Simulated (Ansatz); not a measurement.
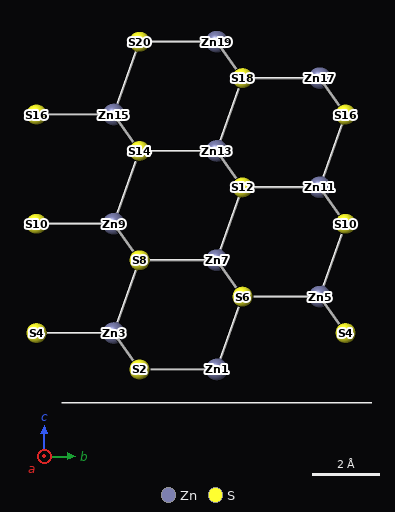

This is the input geometry for a relaxation of a slab of composition ZnS (cut from the F-43m phase). Style: ball-and-stick. Shown: the cell of the calculation, outlined in the plane, without the vacuum (origin shifted), along the a axis.

Case: (2 1 1) slab, atoms relaxed. The slab is the (2 1 1) face of ZnS.

The calculation used DFT PBEsol, scalar-relativistic, plane waves, PAW (Ansatz 0.2.0).

Input file:
```yaml
crystal:
  lattice:
    - [3.7876303072, 0.0, 0.0]
    - [0.0, 9.2777615871, 0.0]
    - [0.0, 0.0, 24.8405521987]
  atoms:
    - { symbol: Zn, position: [0.5, 0.6666666667, 0.3019256553] }
    - { symbol: S, position: [0.5, 0.4166666667, 0.3019256553] }
    - { symbol: Zn, position: [0.0, 0.3333333333, 0.3459421763] }
    - { symbol: S, position: [0.0, 0.0833333333, 0.3459421763] }
    - { symbol: Zn, position: [0.5, 0.0, 0.3899586974] }
    - { symbol: S, position: [0.5, 0.75, 0.3899586974] }
    - { symbol: Zn, position: [0.0, 0.6666666667, 0.4339752184] }
    - { symbol: S, position: [0.0, 0.4166666667, 0.4339752184] }
    - { symbol: Zn, position: [0.5, 0.3333333333, 0.4779917395] }
    - { symbol: S, position: [0.5, 0.0833333333, 0.4779917395] }
    - { symbol: Zn, position: [0.0, 0.0, 0.5220082605] }
    - { symbol: S, position: [0.0, 0.75, 0.5220082605] }
    - { symbol: Zn, position: [0.5, 0.6666666667, 0.5660247816] }
    - { symbol: S, position: [0.5, 0.4166666667, 0.5660247816] }
    - { symbol: Zn, position: [0.0, 0.3333333333, 0.6100413026] }
    - { symbol: S, position: [0.0, 0.0833333333, 0.6100413026] }
    - { symbol: Zn, position: [0.5, 0.0, 0.6540578237] }
    - { symbol: S, position: [0.5, 0.75, 0.6540578237] }
    - { symbol: Zn, position: [0.0, 0.6666666667, 0.6980743447] }
    - { symbol: S, position: [0.0, 0.4166666667, 0.6980743447] }
basis:
  ecutwfc: 420
kpoints:
  mp_grid: { grid: [7, 3, 1] }
hamiltonian:
  xc: pbesol
scf:
  occupations: { method: gaussian, width: 0.05 }
output:
  forces: true
  eigenvalues: true
  write_density: true
  write_potential: true
  elf: true
  volumetric_format: npy
relax:
  adjacent_minimum: "off"
  f_tol: 0.02
  max_steps: 60
efield:
  axis: 3
  dipole_correction: true
  ramp_width: 0.04
```

Run as
```bash
ansatz run input.yaml --threads 2 --pin off --max-ram 5120MiB --backend cpu --events-out ev --progress --plain --runs-dir out
```

> Predict the outcome.

The energy falls by 2.260 eV per cell of the calculation in 9 geometry steps. Largest force component: 1.9 eV/Å at the start, 0.0076 eV/Å at the end. The largest move relative to the layer's centre is that of Zn1, 1.19 Å at 34° to the normal (+c side). By element the largest moves are Zn 1.19 Å, S 0.28 Å. The lattice vectors keep their values. Some distances before and after: Zn1–S2 2.319 → 2.113 Å, Zn19–S20 2.319 → 2.130 Å, Zn3–S8 2.319 → 2.498 Å, Zn1–S6 2.319 → 2.151 Å. Among the angles between lasting bonds that change: S2–Zn1–S6 109.5° → 174.6°, Zn15–S20–Zn19 109.5° → 86.9°, Zn1–S6–Zn5 109.5° → 129.1°. The run may lie on a higher electronic state than the lowest, so the end point isn't shown to be the ground-state structure. The run took 21 min on 2 threads of Arm Neoverse N1 (shared host), peak memory 1.7 GiB.

After the run, drawn alike:

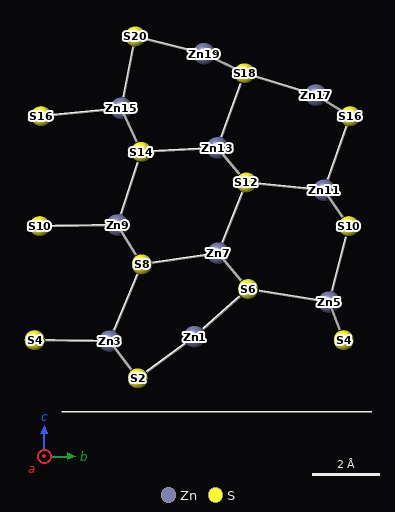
